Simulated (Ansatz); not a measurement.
# A series of single points on Cd

System: Cd (Fd-3m, 2 atoms in the cell).
Method: DFT, revPBE, plane waves (420 eV) with PAW, scalar-relativistic, no spin polarisation (Ansatz 0.2.0).

The 6 runs differ only in the geometry, by an even scaling of the cell at fixed fractional positions.

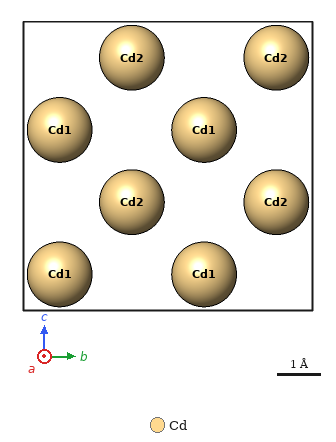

Figure 1. The structure of run 4 (spheres-only view of the cell 4 times as large as that of the calculation, set on its symmetry axes, along the a axis; atoms are numbered from 1 in the order of the input).

## Input of run 4
```yaml
crystal:
  lattice:
    - [0.0, 3.4351450985, 3.4351450985]
    - [3.4351450985, 0.0, 3.4351450985]
    - [3.4351450985, 3.4351450985, 0.0]
  atoms:
    - { symbol: Cd, position: [0.125, 0.125, 0.125] }
    - { symbol: Cd, position: [0.875, 0.875, 0.875] }
hamiltonian:
  xc: revpbe
  pseudopotentials:
    kind: paw
    azcp:
      Cd: "pseudopotentials/Cd.paw.azcp"
basis:
  ecutwfc: 420
  fft_grid_basis: typed
kpoints:
  mp_grid: { grid: [9, 9, 9], shift: [0, 0, 0] }
magnetization:
  spin_polarized: false
scf:
  occupations: { method: fermi_dirac, width: 0.1 }
  lower_state_search: "off"
output:
  stress: true
```

Run 3 differs from it as follows:
```diff
-    - [0.0, 3.4351450985, 3.4351450985]
-    - [3.4351450985, 0.0, 3.4351450985]
-    - [3.4351450985, 3.4351450985, 0.0]
+    - [0.0, 3.3887185276, 3.3887185276]
+    - [3.3887185276, 0.0, 3.3887185276]
+    - [3.3887185276, 3.3887185276, 0.0]
```

## Results, with one run withheld

| run | volume per atom (Å³) | free energy per atom, from the lowest run given (meV) | pressure (GPa) |
| --- | --- | --- | --- |
| 1 | 35.671 | 23.66 | 1.80 |
| 2 | 37.293 | 9.61 | 1.02 |
| 3 | 38.914 | ? | ? |
| 4 | 40.535 | 0.00 | 0.03 |
| 5 | 43.778 | 5.18 | −0.47 |
| 6 | 45.400 | 10.69 | −0.61 |

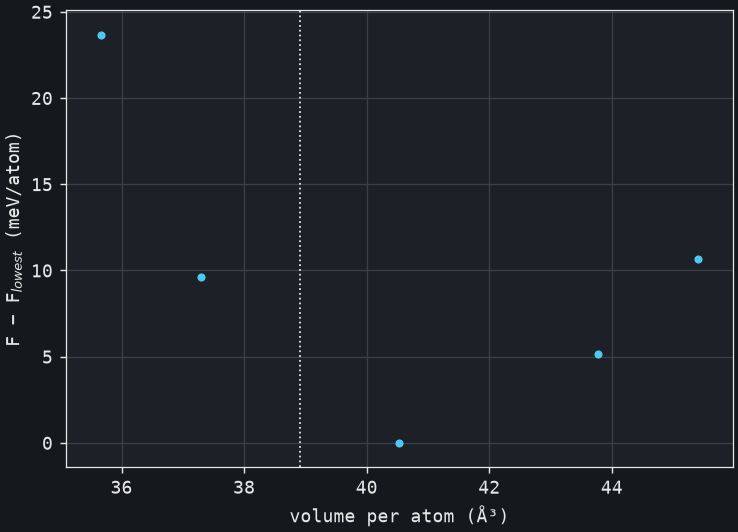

Figure 2. Free energy per atom of the runs given; the dotted line marks run 3.

Estimate the energy of run 3 from the others.

A cubic polynomial in V^(−2/3) (the Birch–Murnaghan form), fitted to the 5 runs given, misses them by at most 0.04 meV per atom. With x = V^(−2/3) − 0.08514 Å⁻², it reads F = 0.14426 + 411.13 x + 3.537e+05 x² + 6.9724e+06 x³ (meV per atom). At run 3 it gives 2.33 meV per atom, and the run itself gives 2.30. The slope of the fit gives a pressure −dF/dV of 0.45 GPa there, and the run prints 0.45 GPa. The fit has its minimum at 40.676 Å³ per atom, where V d²F/dV² gives 8.54 GPa: the bulk modulus at this level, since symmetry fixes the shape and the positions.

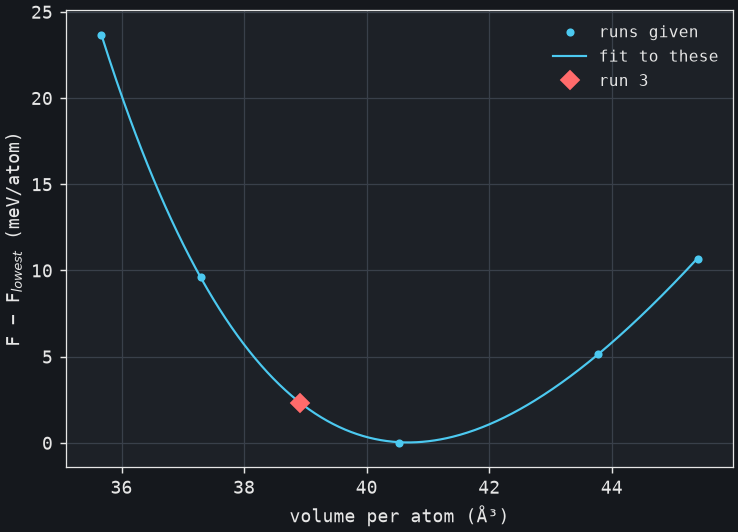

Figure 3. The fit and the withheld run.

## Output, shortened to warnings, some set-up lines, iterations and results (run 3)
```
Basis set: ecut = 420 eV, 1471 PW (Γ)
Symmetry: 48 space group operations
k-points: 35 of 729
Initial density: superposition of atomic densities (neutral atoms: chi_scale 0, normalization atom), corrected by the library's trained network
[...]
SCF iter   1: F=—  HF=-16520.112339 eV  |F-HF|=—  |Δ(HF+E_count)|=         —  Δρ=2.19e-3  dr2=2.69e-3  ethr=1.77e-3  ⟨swp⟩=5.2  Hψ=3340  notcnv=0
SCF iter   2: F=—  HF=-16520.114386 eV  |F-HF|=—  |Δ(HF+E_count)|=   2.05e-3  Δρ=2.77e-3  dr2=4.50e-3  ethr=6.72e-6  ⟨swp⟩=2.0  Hψ=1824  notcnv=0
SCF iter   3: F=—  HF=-16520.112763 eV  |F-HF|=—  |Δ(HF+E_count)|=   1.62e-3  Δρ=1.59e-4  dr2=2.23e-5  ethr=6.72e-6  ⟨swp⟩=2.0  Hψ=1467  notcnv=0
SCF iter   4: F=—  HF=-16520.112783 eV  |F-HF|=—  |Δ(HF+E_count)|=   2.08e-5  Δρ=4.86e-5  dr2=3.09e-6  ethr=5.57e-8  ⟨swp⟩=2.0  Hψ=1292  notcnv=0
SCF iter   5: F=-16520.112786 eV  HF=-16520.112786 eV  |F-HF|=2.74e-7  |Δ(HF+E_count)|=   2.85e-6  Δρ=9.17e-6  dr2=9.11e-8  ethr=7.72e-9  ⟨swp⟩=2.0  Hψ=1274  notcnv=0
SCF iter   6: F=-16520.112787 eV  HF=-16520.112787 eV  |F-HF|=6.10e-9  |Δ(HF+E_count)|=   3.43e-7  Δρ=1.61e-6  dr2=1.38e-9  ethr=2.28e-10  ⟨swp⟩=2.3  Hψ=2967  notcnv=0
SCF 1 converged in 6 iterations: F = -16520.112787 eV  dr2 = 1.38e-9
SCF converged after 6 iterations
Free energy (F): -16520.112787 eV
Harris-Foulkes:  -16520.112787 eV  (|F-HF|=6.10e-9)
Internal energy: -16520.070627 eV  (E = F + TS)
E sigma→0 (E₀):  -16520.091707 eV
Entropy (-TS):   -0.042160 eV (-21.080 meV/atom)
Fermi energy:    6.631283 eV
--- Per-component energies (eV) ---
  E_band       = -1100.579037
  E_kinetic    = 1009.261784
  E_local      = -8315.109056  (includes V_loc(G=0)·N_el)
  E_nonlocal   = 61.915977
  E_hartree    = 3831.362156
  E_xc         = -352.948239
  E_vxc        = -441.560238  (∫ρ·V_xc dr)
  E_paw        = -8176.379629  (= ΣΔE_a)
  E_vpaw       = -1077.815057  (= ΣTr[D̂ρ^β])
  E_aug_tail   = 0.000029  (compensation charges beyond the density's cutoff)
  E_ewald      = -4578.012689
  E_core_change = -0.160961  (= ΣΔE_core)
  E_smearing   = -0.042160  (= −TS)
  E_closure    = 0.000000  (closes the sum)
  Σ components = -16520.112787   (vs F -16520.112787, Δ=0.00e0)
--- Stress (GPa, compression-positive) ---
        0.449468      -0.000000       0.000000
        0.000000       0.449468       0.000000
       -0.000000      -0.000000       0.449468
  P = ⅓ Tr σ = 0.4495 GPa (4.495 kbar)
```
